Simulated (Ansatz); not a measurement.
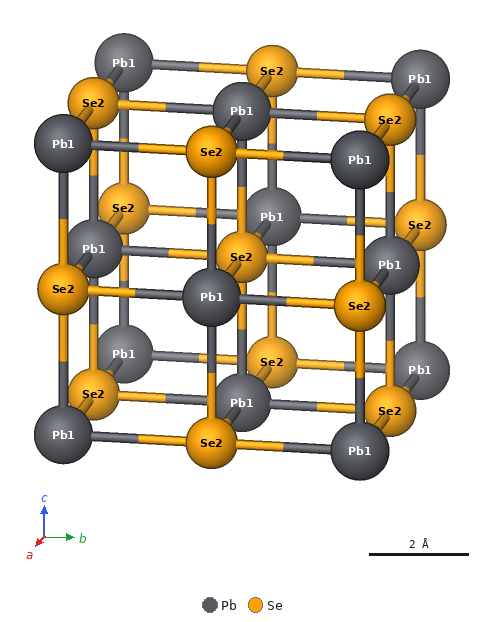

**Figure 1.** The structure of the first run (ball-and-stick view of the cell 4 times as large as that of the calculation, set on its symmetry axes, seen slightly off an axis; atoms are numbered from 1 in the order of the input).

# PbSe: one change and its effect

System: PbSe (2 atoms in the cell).
Method of the first run: Kohn-Sham DFT of a periodic cell, revPBE, Ansatz PAW, no spin polarisation (Ansatz 0.2.0).

The structure derives from an entry of the Crystallography Open Database. Text and figures count atoms from 1; the logs count them from 0 in places.

### The input, the first run
```yaml
crystal:
  lattice:
    - [0.0, 3.06065, 3.06065]
    - [3.06065, 0.0, 3.06065]
    - [3.06065, 3.06065, 0.0]
  atoms:
    - { symbol: Pb, position: [0.0, 0.0, 0.0] }
    - { symbol: Se, position: [0.5, 0.5, 0.5] }
hamiltonian:
  xc: revpbe
  pseudopotentials: { kind: paw }
kpoints:
  mp_grid: { grid: [8, 8, 8] }
scf:
  occupations: { method: fermi_dirac, width: 0.05 }
output:
  forces: true
  stress: true
relax:
  f_tol: 0.01
  max_steps: 40
  cell: { stress_tol: 0.05 }
```

Command:
```bash
ansatz run input.yaml --threads 2 --pin off --max-ram 5632MiB --backend cpu --events-out ev --progress --plain --runs-dir out
```

Hardware: 2 threads of Arm Neoverse V1, 24 GiB of memory available, shared host.

### Output, shortened to warnings, some set-up lines, iterations and results (the first run)
```
Basis set: ecut = 420 eV, 1139 PW (Γ), exchange–correlation on 60×60×60 points (8 copies of the dense FFT grid, shifted against one another)
Symmetry: 48 space group operations
k-points: 29 of 512
Initial density: superposition of atomic densities (neutral atoms: chi_scale 0, normalization atom), corrected by the library's trained network
[...]
SCF iter   1: F=—  HF=-17391.760637 eV  |F-HF|=—  |Δ(HF+E_count)|=         —  Δρ=1.90e-3  dr2=2.33e-3  ethr=1.77e-3  ⟨swp⟩=6.0  Hψ=2658  notcnv=0
SCF iter   2: F=—  HF=-17391.759285 eV  |F-HF|=—  |Δ(HF+E_count)|=   1.35e-3  Δρ=7.80e-4  dr2=1.97e-4  ethr=7.75e-6  ⟨swp⟩=2.0  Hψ=1232  notcnv=0
SCF iter   3: F=—  HF=-17391.759346 eV  |F-HF|=—  |Δ(HF+E_count)|=   6.12e-5  Δρ=3.67e-4  dr2=5.90e-5  ethr=6.55e-7  ⟨swp⟩=2.0  Hψ=986  notcnv=0
SCF iter   4: F=—  HF=-17391.759385 eV  |F-HF|=—  |Δ(HF+E_count)|=   3.88e-5  Δρ=1.15e-4  dr2=1.16e-5  ethr=1.97e-7  ⟨swp⟩=2.0  Hψ=696  notcnv=0
SCF iter   5: F=—  HF=-17391.759382 eV  |F-HF|=—  |Δ(HF+E_count)|=   2.96e-6  Δρ=1.49e-5  dr2=1.55e-7  ethr=3.86e-8  ⟨swp⟩=2.2  Hψ=854  notcnv=0
[... 29 lines ...]
SCF iter   6: F=—  HF=-17391.807092 eV  |F-HF|=—  |Δ(HF+E_count)|=   1.24e-6  Δρ=8.70e-7  dr2=7.58e-10  ethr=2.13e-11  ⟨swp⟩=2.0  Hψ=692  notcnv=0
SCF iter   7: F=—  HF=-17391.807092 eV  |F-HF|=—  |Δ(HF+E_count)|=   1.96e-9  Δρ=2.45e-7  dr2=6.96e-11  ethr=2.53e-12  ⟨swp⟩=2.2  Hψ=814  notcnv=0
SCF iter   8: F=-17391.807092 eV  HF=-17391.807092 eV  |F-HF|=3.64e-12  |Δ(HF+E_count)|=  1.02e-10  Δρ=8.83e-8  dr2=9.79e-12  ethr=1.00e-12  ⟨swp⟩=5.9  Hψ=2260  notcnv=0
SCF 5 converged in 8 iterations: F = -17391.807092 eV  dr2 = 9.79e-12
relax step   5: F+E_penalty+E_count = -17391.80709174 eV  Δ(F+E_penalty+E_count) = -3.600e-4 eV  max|allowed force component| = 3.616e-29 eV/Å  Δτ_max = 0.0000 Å  P = +0.006 …
basis re-selected at this cell: Δ(F+E_penalty+E_count) = -3.600e-4 eV, ΔP = -0.002 GPa vs the last step (what re-selecting the basis moved, of the pressure what is left beyond the Pulay correction that the steps carried, after the strain that the cell walked since its last selection, with what the …
SCF converged after 8 iterations
Free energy (F): -17391.807092 eV
Harris-Foulkes:  -17391.807092 eV  (|F-HF|=3.64e-12)
Internal energy: -17391.807057 eV  (E = F + TS)
E sigma→0 (E₀):  -17391.807075 eV
Entropy (-TS):   -0.000034 eV (-0.017 meV/atom)
Fermi energy:    8.208147 eV
--- Per-component energies (eV) ---
  E_band       = -449.878508
  E_kinetic    = 404.146508
  E_local      = -3644.049786  (includes V_loc(G=0)·N_el)
  E_nonlocal   = -247.280902
  E_hartree    = 1688.836555
  E_xc         = -325.386321
  E_vxc        = -230.098826  (∫ρ·V_xc dr)
  E_paw        = -12329.259424  (= ΣΔE_a)
  E_vpaw       = -110.268238  (= ΣTr[D̂ρ^β])
  E_aug_tail   = -0.000518  (compensation charges beyond the density's cutoff)
  E_ewald      = -2938.671078
  E_core_change = -0.142092  (= ΣΔE_core)
  E_smearing   = -0.000034  (= −TS)
  E_closure    = -0.000000  (closes the sum)
  Σ components = -17391.807092   (vs F -17391.807092, Δ=0.00e0)
--- Forces (eV/Å), atoms counted from 1 ---
  atom   1  Pb    -0.00000000     0.00000000     0.00000000
  atom   2  Se     0.00000000    -0.00000000    -0.00000000
  max |Σ_I F_I| component: 7.07e-29 eV/Å
--- Stress (GPa, compression-positive) ---
        0.005787      -0.000000      -0.000000
       -0.000000       0.005787       0.000000
       -0.000000      -0.000000       0.005787
  P = ⅓ Tr σ = 0.0058 GPa (0.058 kbar)
--- Relaxed structure (4 steps of the walk, 4 accepted, 1 SCFs on fresh bases) ---
  F+E_penalty+E_count = -17391.80709174 eV   max|allowed force component| = 3.616e-29 eV/Å   (the final SCF, on the basis selected at the relaxed cell)
  cell:  # Å, volume = 61.7243 Å³
    - [-1.8470723619246517e-34, 3.1367177798252808, 3.1367177798252808]
    - [3.1367177798252808, 8.59844030551131e-35, 3.1367177798252808]
    - [3.1367177798252808, 3.1367177798252808, 3.1846075205597454e-36]
  atoms:
    - { symbol: Pb, position: [-1.3109483445485175e-36, -2.5784495253848173e-47, 2.0975173513093153e-35] }
[...]
```

For the second run the input was changed thus:
```diff
-  xc: revpbe
+  xc: blyp
```

How does the second run compare with the first run?

The total energies belong to different methods, so their difference says nothing on which is more stable or more accurate. The volume per atom goes from 30.86 to 32.11 Å³. The functional changes from revPBE to BLYP. The SCF takes 28 iterations over all geometry steps against 29.

### Output, shortened to warnings, some set-up lines, iterations and results (the second run)
```
Basis set: ecut = 420 eV, 1139 PW (Γ), exchange–correlation on 60×60×60 points (8 copies of the dense FFT grid, shifted against one another)
Symmetry: 48 space group operations
k-points: 29 of 512
Initial density: superposition of atomic densities (neutral atoms: chi_scale 0, normalization atom), corrected by the library's trained network
[...]
SCF iter   1: F=—  HF=-17415.973202 eV  |F-HF|=—  |Δ(HF+E_count)|=         —  Δρ=7.56e-3  dr2=4.26e-2  ethr=1.77e-3  ⟨swp⟩=6.0  Hψ=2669  notcnv=0
SCF iter   2: F=—  HF=-17415.961540 eV  |F-HF|=—  |Δ(HF+E_count)|=   1.17e-2  Δρ=2.05e-3  dr2=4.89e-3  ethr=1.42e-4  ⟨swp⟩=2.4  Hψ=1022  notcnv=0
SCF iter   3: F=—  HF=-17415.959690 eV  |F-HF|=—  |Δ(HF+E_count)|=   1.85e-3  Δρ=1.19e-3  dr2=6.24e-4  ethr=1.63e-5  ⟨swp⟩=2.0  Hψ=1096  notcnv=0
SCF iter   4: F=—  HF=-17415.959574 eV  |F-HF|=—  |Δ(HF+E_count)|=   1.16e-4  Δρ=2.08e-4  dr2=2.37e-5  ethr=2.08e-6  ⟨swp⟩=2.2  Hψ=743  notcnv=0
SCF iter   5: F=—  HF=-17415.959571 eV  |F-HF|=—  |Δ(HF+E_count)|=   3.07e-6  Δρ=3.60e-5  dr2=5.30e-7  ethr=7.89e-8  ⟨swp⟩=2.0  Hψ=685  notcnv=0
[... 28 lines ...]
SCF iter   5: F=—  HF=-17416.073521 eV  |F-HF|=—  |Δ(HF+E_count)|=   1.05e-5  Δρ=2.03e-6  dr2=8.65e-10  ethr=6.77e-11  ⟨swp⟩=2.0  Hψ=828  notcnv=0
SCF iter   6: F=—  HF=-17416.073521 eV  |F-HF|=—  |Δ(HF+E_count)|=   4.43e-8  Δρ=6.11e-7  dr2=8.60e-11  ethr=2.88e-12  ⟨swp⟩=2.0  Hψ=697  notcnv=0
SCF iter   7: F=-17416.073521 eV  HF=-17416.073521 eV  |F-HF|=2.18e-11  |Δ(HF+E_count)|=   4.34e-9  Δρ=6.59e-8  dr2=1.79e-12  ethr=1.00e-12  ⟨swp⟩=5.9  Hψ=2349  notcnv=0
SCF 5 converged in 7 iterations: F = -17416.073521 eV  dr2 = 1.79e-12
relax step   5: F+E_penalty+E_count = -17416.07352110 eV  Δ(F+E_penalty+E_count) = -8.324e-4 eV  max|allowed force component| = 4.339e-30 eV/Å  Δτ_max = 0.0000 Å  P = +0.007 …
basis re-selected at this cell: Δ(F+E_penalty+E_count) = -8.324e-4 eV, ΔP = -0.004 GPa vs the last step (what re-selecting the basis moved, of the pressure what is left beyond the Pulay correction that the steps carried, after the strain that the cell walked since its last selection, with what the …
SCF converged after 7 iterations
Free energy (F): -17416.073521 eV
Harris-Foulkes:  -17416.073521 eV  (|F-HF|=2.18e-11)
Internal energy: -17416.073509 eV  (E = F + TS)
E sigma→0 (E₀):  -17416.073515 eV
Entropy (-TS):   -0.000012 eV (-0.006 meV/atom)
Fermi energy:    7.939492 eV
--- Per-component energies (eV) ---
  E_band       = -454.920167
  E_kinetic    = 405.261627
  E_local      = -3707.148870  (includes V_loc(G=0)·N_el)
  E_nonlocal   = -251.623159
  E_hartree    = 1716.089806
  E_xc         = -321.504457
  E_vxc        = -225.388886  (∫ρ·V_xc dr)
  E_paw        = -12357.273948  (= ΣΔE_a)
  E_vpaw       = -108.199913  (= ΣTr[D̂ρ^β])
  E_aug_tail   = -0.000607  (compensation charges beyond the density's cutoff)
  E_ewald      = -2900.020880
  E_core_change = 0.146979  (= ΣΔE_core)
  E_smearing   = -0.000012  (= −TS)
  E_closure    = 0.000000  (closes the sum)
  Σ components = -17416.073521   (vs F -17416.073521, Δ=0.00e0)
--- Forces (eV/Å), atoms counted from 1 ---
  atom   1  Pb    -0.00000000     0.00000000     0.00000000
  atom   2  Se     0.00000000    -0.00000000     0.00000000
  max |Σ_I F_I| component: 6.05e-30 eV/Å
--- Stress (GPa, compression-positive) ---
        0.007096      -0.000000      -0.000000
       -0.000000       0.007096       0.000000
       -0.000000      -0.000000       0.007096
  P = ⅓ Tr σ = 0.0071 GPa (0.071 kbar)
--- Relaxed structure (4 steps of the walk, 4 accepted, 1 SCFs on fresh bases) ---
  F+E_penalty+E_count = -17416.07352110 eV   max|allowed force component| = 4.339e-30 eV/Å   (the final SCF, on the basis selected at the relaxed cell)
  cell:  # Å, volume = 64.2253 Å³
    - [-2.9616849941205624e-34, 3.178522569944661, 3.178522569944661]
    - [3.178522569944661, -1.4107811316079664e-33, 3.178522569944661]
[...]
```

### The two runs side by side

| quantity | the first run | the second run |
| --- | --- | --- |
| outcome | converged | converged |
| free energy per atom (eV) | −8695.9035 | −8708.0368 |
| pressure (GPa) | 0.01 | 0.01 |
| volume per atom (Å³) | 30.86 | 32.11 |
| largest force (eV/Å) | 0.000 | 0.000 |
| SCF iterations | 29 | 28 |
| irreducible k-points | 29 | 29 |
| wall time (shared host) | 5 s | 4.6 s |

For both runs: Points of doubt noted for this run: forces on files of another functional. Spin–orbit coupling is left out, which matters for Pb.
